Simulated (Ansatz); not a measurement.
CoO: single-point calculation

System: CoO (R3m, 4 atoms in the cell).
Method: DFT PBEsol, scalar-relativistic, plane waves, PAW, spin-polarised (Ansatz 0.2.0).

The structure derives from a Materials Project entry. Figures and captions count atoms from 1; the log counts them from 0 in places.

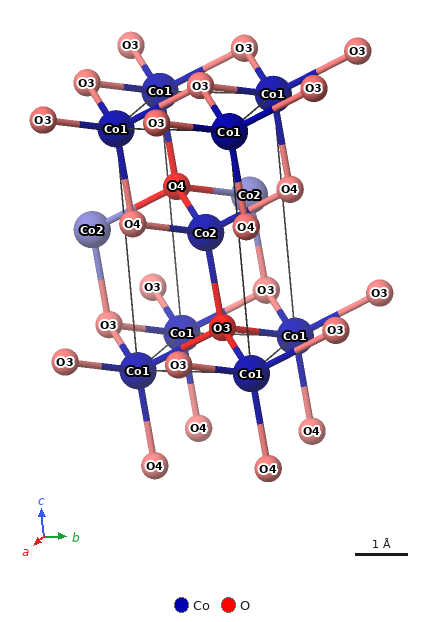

*The input geometry (ball-and-stick view of the reduced cell, seen slightly off an axis; neighbours outside the cell are drawn fainter; atoms are numbered from 1 in the order of the input). An atom can appear more than once, as a periodic image.*

Near neighbours in the periodic cell (some may lie outside the picture): Co has 4 O at 1.91 to 1.96 Å; O has 4 Co at 1.91 to 1.96 Å.

### Summary

```json
{"quantity": "outcome", "value": "converged"}
{"quantity": "space group (tolerance 0.01 Å)", "value": "R3m (160)"}
{"quantity": "electrons treated", "value": "46"}
{"quantity": "free energy", "value": "−11305.1778 eV"}
{"quantity": "Fermi energy", "value": "11.192 eV"}
{"quantity": "gap on the k-point mesh", "value": "none (metallic)"}
{"quantity": "net moment of the cell", "value": "0.00 μB"}
{"quantity": "integrated absolute moment", "value": "4.82 μB"}
{"quantity": "pressure", "value": "−9.83 GPa"}
{"quantity": "largest force (length of the vector)", "value": "0.109 eV/Å"}
{"quantity": "hardware", "value": "1 thread of Intel Xeon @ 2.70GHz, 189 GiB of memory available, shared host"}
{"quantity": "wall time", "value": "5 min"}
{"quantity": "peak memory", "value": "1.6 GiB"}
```

### Notes

The cell is under a tension of 9.8 GPa at this level, so it is not at its equilibrium volume.

### Input file
```yaml
crystal:
  lattice:
    - [1.6022198417, 0.9250420569, 5.1329417806]
    - [-1.6022198417, 0.9250420569, 5.1329417806]
    - [0.0, -1.8500841138, 5.1329417806]
  atoms:
    - { symbol: Co, position: [0.99948773, 0.99948773, 0.99948773], spin: 2.21 }
    - { symbol: Co, position: [0.49949059, 0.49949059, 0.49949059], spin: -2.21 }
    - { symbol: O, position: [0.37549553, 0.37549553, 0.37549553], spin: 0.16 }
    - { symbol: O, position: [0.8755255, 0.8755255, 0.8755255], spin: -0.16 }
basis:
  ecutwfc: 420
kpoints:
  mp_grid: { grid: [18, 18, 18] }
hamiltonian:
  xc: pbesol
scf:
  occupations: { method: gaussian, width: 0.1 }
output:
  forces: true
  stress: true
  eigenvalues: true
  populations: true
  write_density: true
  write_potential: true
  elf: true
  volumetric_format: npy
magnetization:
  spin_polarized: true
```

Launched with:
```bash
ansatz run input.yaml --threads 1 --pin off --max-ram 2560MiB --backend cpu --events-out ev --progress --plain --runs-dir out
```

### The program's output
```
basis.fft_grid_basis auto: the FFT boxes are laid along the combinations [[1, -1, 0], [0, 1, 0], [0, -1, 1]] of the cell's own vectors, 3.204, 5.456 and 3.204 Å long. The dense box has 24×40×24 points. Along the cell's own vectors, as sized, it would have 40×40×40, 2.78 times as many. Of the 6 symmetry operations that the crystal satisfies within crystal.symmetry.tolerance (time reversal apart; of a slab, those that keep its plane) the dense box along the cell's own vectors carries 6, and the one as laid loses 4 of those. basis.fft_grid_basis: typed keeps the cell's own vectors: state it where this run's energies or levels are differenced outside the engine with another run's, or held beside a run that keeps those vectors. Those combinations have planes normal to reciprocal vector 3, as the cell's own vectors have. Each planar average written beside output.write_density, output.write_potential has a row for each plane of the box: 24. The volumetric files lie along those combinations, not along the cell's own vectors: a cube or XSF file states them, and fields.json those of NumPy files.
Engine: ansatz 0.2.0, x86_64-unknown-linux-gnu
Pseudopotentials: kind: paw
Pseudopotential: Co, paw, valence charge 17, recommended cutoff 420 eV (normal), Co.paw.azcp
Pseudopotential: O, paw, valence charge 6, recommended cutoff 420 eV (normal), O.paw.azcp
Functional definition: PBEsol
  exchange = pbesol_x
  correlation = pbesol_c
Crystal: 4 atoms, lattice volume = 45.646 Å³
Basis set: ecut = 420 eV, 911 PW (Γ), FFT grids on a1−a2, a2, −a2+a3, exchange–correlation on 48×80×48 points (8 copies of the dense FFT grid, shifted against one another)
Bands: 31, of which v1, the nominal top of the filled ones, is band 23 counted from 1 (22 counted from 0)
Symmetry: 6 space group operations
Space group: R3m (ITA 160), of the structure as read, at distance tolerance 3.6e-5 Å
Magnetic group: BNS 160.65 (UNI 1295), of the structure as read, at distance tolerance 3.6e-5 Å
k-points: 580 of 5832 (time reversal used)
Non-local potential: Co, projectors of the file, l = 0: 3, l = 1: 2, l = 2: 3, l = 3: 1
Non-local potential: O, projectors of the file, l = 0: 2, l = 1: 2, l = 2: 1
PAW form: soft (Blöchl's): semilocal exchange-correlation on the pseudo side does not see the compensation charge
PAW frozen core: Co, regenerated for the run's functional, and the local potential with it (the file was generated under x = pbe(κ = 0.804, μ = 0.2195149727645171), c = pbe(β = 0.06672455060314922))
PAW frozen core: O, regenerated for the run's functional, and the local potential with it (the file was generated under x = pbe(κ = 0.804, μ = 0.2195149727645171), c = pbe(β = 0.06672455060314922))
PAW one-centre angular grid: Co, 590 points (default); XC on 64 Gauss nodes
PAW one-centre angular grid: O, 110 points (default); XC on 64 Gauss nodes
Initial density: superposition of atomic densities (chi_scale 0.1, normalization cell, long waves kept (reshape's long-wave potential 0.00 eV rms))
Starting moments: Σ|m| = 4.74 μB on 4 of 4 sites
Starting magnetic order: compensated ferrimagnet; no operation exchanges its spin sublattices
Initial wavefunctions: pseudopotential atomic-orbital guess
Functional: x = pbesol(κ = 0.804, μ = 0.12345679012345678), c = pbesol(β = 0.046)
SCF iter   1: F=—  HF=-11302.167497 eV  |F-HF|=—  |Δ(HF+E_count)|=         —  Δρ=1.08e-1 (↑1.08e-1 ↓1.08e-1)  dr2=1.51e1  dr2_m=4.61e-1  M=-0.000 μB ∫|m|=3.605 μB  β_m=0.30  ethr=3.10e-3  ⟨swp⟩=5.2  Hψ=130793  notcnv=0  defer=739
Mixer restart at iter 1: flushing history
preconditioner: auto → Kerker (q_TF=auto, 2.732 Å⁻¹)  [metal: Δε(μ)=0.001 eV  Ē_g=10.461 eV  σ=0.100 eV  W_gap=0.00  n_scr=16 (ndim 8)  ℏωp=30.1 eV  f_vac=0.000  D(μ)=5.72/eV (n_scr^D=90)]
spin=Collinear: Kerker preconditioning applied to the charge; magnetization (m = ρ↑ − ρ↓) channel mixes plain (no charge-response kernel on spin).
SCF iter   2: F=—  HF=-11302.559861 eV  |F-HF|=—  |Δ(HF+E_count)|=   3.92e-1  Δρ=4.39e-2 (↑4.38e-2 ↓4.39e-2)  dr2=2.90e0  dr2_m=1.04e-1  M=-0.000 μB ∫|m|=3.883 μB  β_m=0.39  ethr=3.10e-3  ⟨swp⟩=3.0  Hψ=84011  notcnv=0  defer=2906
SCF iter   3: F=—  HF=-11303.831721 eV  |F-HF|=—  |Δ(HF+E_count)|=    1.27e0  Δρ=2.36e-2 (↑2.36e-2 ↓2.36e-2)  dr2=4.23e-1  dr2_m=9.00e-2  M=-0.000 μB ∫|m|=4.271 μB  β_m=0.61  ethr=3.10e-3  ⟨swp⟩=2.2  Hψ=57651  notcnv=0  defer=2900
SCF iter   4: F=—  HF=-11304.787153 eV  |F-HF|=—  |Δ(HF+E_count)|=   9.55e-1  Δρ=2.30e-2 (↑2.30e-2 ↓2.30e-2)  dr2=2.36e-1  dr2_m=1.38e-1  M=-0.000 μB ∫|m|=4.566 μB  β_m=0.58  ethr=9.20e-4  ⟨swp⟩=2.8  Hψ=63931  notcnv=0  defer=3042
SCF iter   5: F=—  HF=-11305.134335 eV  |F-HF|=—  |Δ(HF+E_count)|=   3.47e-1  Δρ=7.89e-3 (↑7.81e-3 ↓7.89e-3)  dr2=3.38e-2  dr2_m=1.61e-2  M=-0.000 μB ∫|m|=4.748 μB  β_m=0.82  ethr=5.13e-4  ⟨swp⟩=2.0  Hψ=59622  notcnv=0  defer=3042
SCF iter   6: F=—  HF=-11305.174678 eV  |F-HF|=—  |Δ(HF+E_count)|=   4.03e-2  Δρ=4.15e-3 (↑3.90e-3 ↓4.15e-3)  dr2=9.75e-3  dr2_m=2.89e-3  M=-0.001 μB ∫|m|=4.844 μB  β_m=0.91  ethr=7.34e-5  ⟨swp⟩=2.0  Hψ=77990  notcnv=0  defer=3224
SCF iter   7: F=—  HF=-11305.177204 eV  |F-HF|=—  |Δ(HF+E_count)|=   2.53e-3  Δρ=1.42e-3 (↑1.42e-3 ↓8.01e-4)  dr2=1.16e-3  dr2_m=1.41e-4  M=0.002 μB ∫|m|=4.829 μB  β_m=0.95  ethr=2.12e-5  ⟨swp⟩=2.1  Hψ=48440  notcnv=0  defer=3224
SCF iter   8: F=—  HF=-11305.178063 eV  |F-HF|=—  |Δ(HF+E_count)|=   8.59e-4  Δρ=1.53e-3 (↑1.10e-3 ↓1.53e-3)  dr2=1.76e-3  dr2_m=2.93e-5  M=-0.002 μB ∫|m|=4.824 μB  β_m=0.72  ethr=2.51e-6  ⟨swp⟩=2.0  Hψ=63669  notcnv=0  defer=3224
SCF iter   9: F=—  HF=-11305.177859 eV  |F-HF|=—  |Δ(HF+E_count)|=   2.03e-4  Δρ=2.99e-4 (↑2.99e-4 ↓2.07e-4)  dr2=3.21e-5  dr2_m=1.17e-5  M=0.000 μB ∫|m|=4.823 μB  β_m=0.86  ethr=2.51e-6  ⟨swp⟩=2.7  Hψ=62149  notcnv=0  defer=3224
SCF iter  10: F=—  HF=-11305.177836 eV  |F-HF|=—  |Δ(HF+E_count)|=   2.34e-5  Δρ=7.34e-5 (↑7.34e-5 ↓6.73e-5)  dr2=7.12e-6  dr2_m=2.94e-7  M=-0.000 μB ∫|m|=4.823 μB  β_m=0.89  ethr=6.99e-8  ⟨swp⟩=2.0  Hψ=60583  notcnv=0  defer=3224
SCF iter  11: F=—  HF=-11305.177839 eV  |F-HF|=—  |Δ(HF+E_count)|=   2.99e-6  Δρ=4.01e-5 (↑4.01e-5 ↓3.97e-5)  dr2=2.03e-6  dr2_m=1.59e-8  M=-0.000 μB ∫|m|=4.823 μB  β_m=0.80  ethr=1.55e-8  ⟨swp⟩=2.3  Hψ=50959  notcnv=0  defer=3224
SCF iter  12: F=—  HF=-11305.177839 eV  |F-HF|=—  |Δ(HF+E_count)|=   3.25e-7  Δρ=1.36e-5 (↑1.17e-5 ↓1.36e-5)  dr2=1.16e-7  dr2_m=1.18e-8  M=-0.000 μB ∫|m|=4.823 μB  β_m=0.80  ethr=4.41e-9  ⟨swp⟩=2.1  Hψ=54032  notcnv=0  defer=3224
SCF iter  13: F=—  HF=-11305.177839 eV  |F-HF|=—  |Δ(HF+E_count)|=   3.86e-8  Δρ=1.27e-5 (↑9.08e-6 ↓1.27e-5)  dr2=1.23e-7  dr2_m=9.25e-9  M=-0.000 μB ∫|m|=4.823 μB  β_m=0.90  ethr=2.53e-10  ⟨swp⟩=2.1  Hψ=54751  notcnv=0  defer=3224
SCF iter  14: F=—  HF=-11305.177839 eV  |F-HF|=—  |Δ(HF+E_count)|=   1.74e-8  Δρ=5.05e-6 (↑4.50e-6 ↓5.05e-6)  dr2=3.52e-8  dr2_m=4.89e-10  M=-0.000 μB ∫|m|=4.823 μB  β_m=0.90  ethr=2.53e-10  ⟨swp⟩=1.6  Hψ=41209  notcnv=0  defer=3224
SCF iter  15: F=-11305.177839 eV  HF=-11305.177839 eV  |F-HF|=9.41e-9  |Δ(HF+E_count)|=   2.63e-9  Δρ=3.24e-6 (↑3.24e-6 ↓2.69e-6)  dr2=1.16e-8  dr2_m=6.73e-10  M=-0.000 μB ∫|m|=4.823 μB  ethr=7.65e-11  ⟨swp⟩=11.7  Hψ=227602  notcnv=0
SCF 1 converged in 15 iterations: F = -11305.177839 eV  dr2 = 1.16e-8
  greatest PAW one-centre occupation: 1.003 electrons in one spin orbital (limit 2), on the Co atom at site 1 (counted from 0), in its partial waves of l = 1
```

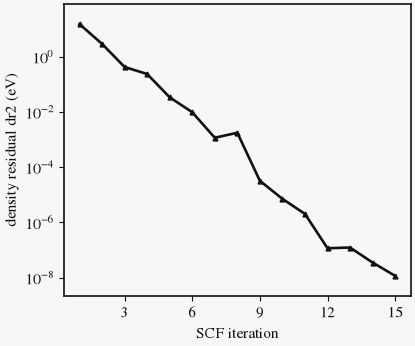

*Convergence of the self-consistent field: density residual dr2 against the SCF iteration.*

The residual falls almost steadily, with no more than small rises.

```
SCF converged after 15 iterations
Magnetization: -0.0001 μB (22.9999 up, 23.0001 down)
Absolute magnetization: 4.8226 μB (∫|ρ↑−ρ↓|, with the PAW one-centre terms)
Spin contamination: 2.3619 ħ² per cell (⟨S²⟩ above its minimum at these occupations)
Per-site moments (μB) at R_I (Å): [(2.0173301572275966, 0.7874100006093925), (-2.0177970569151156, 0.7876185372767301), (0.15107246175490913, 0.7876185372767301), (-0.15100107540344762, 0.7874100006093925)]
Free energy (F): -11305.177839 eV
Harris-Foulkes:  -11305.177839 eV  (|F-HF|=9.41e-9)
Internal energy: -11305.169632 eV  (E = F + TS)
E sigma→0 (E₀):  -11305.173735 eV
Entropy (-TS):   -0.008207 eV (-2.052 meV/atom)
Fermi energy:    11.191961 eV
--- Per-component energies (eV) ---
  E_band       = -739.249932
  E_kinetic    = 1236.579986
  E_local      = -7741.970410  (includes V_loc(G=0)·N_el)
  E_nonlocal   = 1027.115619
  E_hartree    = 3187.546213
  E_xc         = -452.461665
  E_vxc        = -584.454370  (∫ρ·V_xc dr)
  E_paw        = -3275.022112  (= ΣΔE_a)
  E_vpaw       = -1051.617929  (= ΣTr[D̂ρ^β])
  E_aug_tail   = 0.005152  (compensation charges beyond the density's cutoff)
  E_ewald      = -5287.409829
  E_core_change = 0.447414  (= ΣΔE_core)
  E_smearing   = -0.008207  (= −TS)
  E_closure    = -0.000000  (closes the sum)
  Σ components = -11305.177839   (vs F -11305.177839, Δ=0.00e0)
--- Forces (eV/Å), atoms counted from 1 ---
  atom   1  Co     0.00000000    -0.00000000    -0.10394179
  atom   2  Co     0.00000000    -0.00000000    -0.10698035
  atom   3  O      0.00000000     0.00000000     0.10877114
  atom   4  O      0.00000000     0.00000000     0.10214583
  max |Σ_I F_I| component: 5.17e-6 eV/Å
--- Stress (GPa, compression-positive) ---
       -9.247761       0.000000       0.000000
        0.000000      -9.247761       0.000000
        0.000000       0.000000     -11.006298
  P = ⅓ Tr σ = -9.8339 GPa (-98.339 kbar)
--- Band table (eV; the first three rows and the last of 1160) ---
  k-point 0 ↑: bands = ["-85.1473", "-82.5814", "-48.7393", "-48.4810", "-48.4810", "-46.2089", "-45.9819", "-45.9819", "-8.9059", "-8.1639", "4.0543", "5.0277", "5.0277", "5.1306", "5.9135", "5.9135", "8.9994", "8.9994", "9.3412", "10.2354", "10.2354", "10.9742", "10.9742", "11.1681", "12.7551", "13.0567", "13.0567", "16.6722", "18.4044", "24.4421", "24.4421"]
  k-point 1 ↑: bands = ["-85.1472", "-82.5814", "-48.7393", "-48.4815", "-48.4811", "-46.2089", "-45.9824", "-45.9820", "-8.8890", "-8.1570", "4.0843", "4.9864", "5.0389", "5.1393", "5.8670", "5.9200", "8.9856", "8.9960", "9.3191", "10.2150", "10.2208", "10.8905", "10.9728", "11.3422", "12.7296", "13.0249", "13.0362", "16.7954", "18.4143", "24.1176", "24.4635"]
  k-point 2 ↑: bands = ["-85.1471", "-82.5812", "-48.7391", "-48.4828", "-48.4815", "-46.2087", "-45.9840", "-45.9824", "-8.8399", "-8.1375", "4.1714", "4.8720", "5.0713", "5.1640", "5.7413", "5.9381", "8.9355", "8.9871", "9.2611", "10.1630", "10.1816", "10.7732", "10.9657", "11.6987", "12.6697", "12.9397", "12.9757", "17.1382", "18.4446", "23.4069", "24.1790"]
  k-point 579 ↓: bands = ["-85.1471", "-82.5819", "-48.7391", "-48.4808", "-48.4808", "-46.2097", "-45.9823", "-45.9823", "-8.6739", "-8.4097", "4.2226", "4.6085", "5.0737", "5.0737", "5.9094", "5.9094", "8.8979", "8.8979", "9.8213", "10.0132", "10.0132", "11.2782", "11.2782", "11.9453", "13.0254", "13.0254", "13.6055", "14.0037", "21.4067", "21.6142", "24.8725"]
--- Löwdin populations: 4 sites ---
  site symbol       q [e]    m [muB]
     0     Co     15.9815     2.1600
     1     Co     15.9816    -2.1603
     2      O      6.8583     0.2144
     3      O      6.8583    -0.2143
  spilling = 0.006965 (of n_electrons = 46.000000)
```

### File populations.tsv
```
# site	symbol	l	j	q_up	q_dn
# orbitals = lowdin
# n_electrons = 46.000000
# spilling = 0.006965
0	Co	0_3S	-	0.996291	0.996529
0	Co	0_4S	-	0.241469	0.232145
0	Co	1_3P	-	2.998822	2.998010
0	Co	2_3D	-	4.834135	2.684064
1	Co	0_3S	-	0.996532	0.996294
1	Co	0_4S	-	0.232163	0.241474
1	Co	1_3P	-	2.998011	2.998823
1	Co	2_3D	-	2.683949	4.834324
2	O	0_2S	-	0.918129	0.896687
2	O	1_2P	-	2.618236	2.425245
3	O	0_2S	-	0.896701	0.918110
3	O	1_2P	-	2.425283	2.618187
```

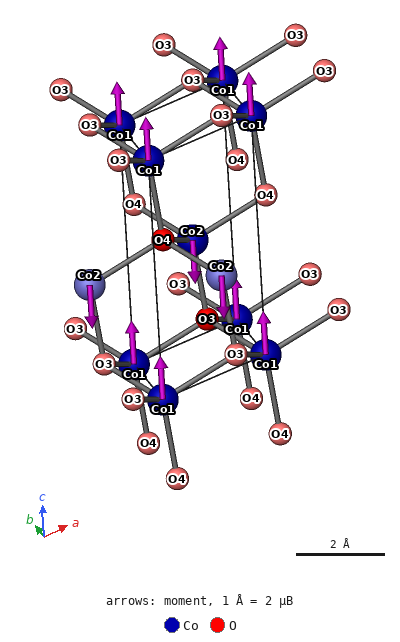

*Magnetic moments of the sites as pink arrows (ball-and-stick view of the reduced cell, seen slightly off an axis; neighbours outside the cell are drawn fainter; atoms are numbered from 1 in the order of the input); small moments hardly show. The run is collinear, so the axis drawn is arbitrary.*

Site moments: Co2 (−2.02 μB); Co1 (2.02 μB); O3 (0.15 μB); O4 (−0.15 μB). They are counted near the atoms and needn't add up to the moment of the cell.

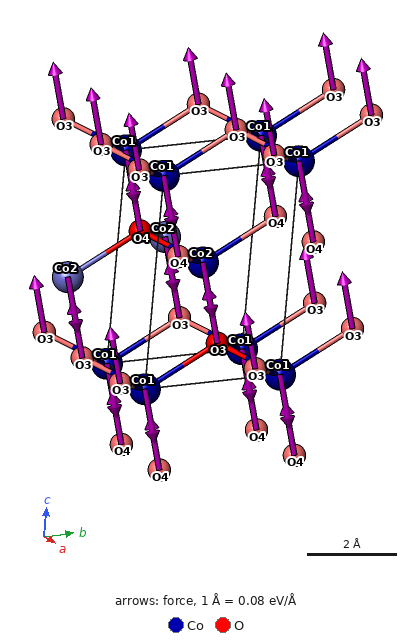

*Forces on the atoms as pink arrows (ball-and-stick view of the reduced cell, seen slightly off an axis; neighbours outside the cell are drawn fainter; atoms are numbered from 1 in the order of the input).*

The largest act on O3 (0.11 eV/Å); Co2 (0.11 eV/Å); Co1 (0.10 eV/Å); O4 (0.10 eV/Å). The geometry is not a stationary point of this energy.

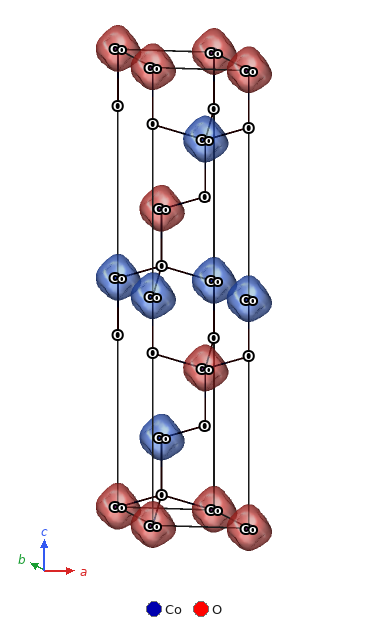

*Isosurfaces of the spin density at +0.3 (red) and −0.3 e/Å³ (blue), seen slightly off an axis. Sticks mark near contacts. The outline is the cell set on symmetry axes of the magnetic structure.*

The cell of the calculation (4 atoms) carries 0.0 μB net. In a PAW calculation such maps are meaningful between the atoms, not at the nuclei.

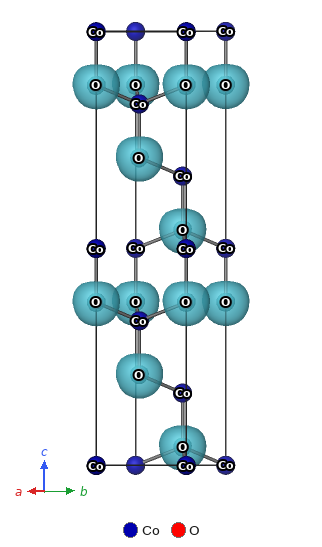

*Isosurface of the ELF at 0.65 (cyan), seen at an oblique angle. Core shells and regions of very low density are left out. Sticks mark near contacts. The outline is the cell set on symmetry axes of the magnetic structure.*

Profiles from the grid: Co–O (1.91 Å): the ELF is about 0.20 at the midpoint; a polar contact without a shared pair, in a metal. Co–O (1.96 Å): the ELF is about 0.15 at the midpoint (no shared pair; the contact is polar).
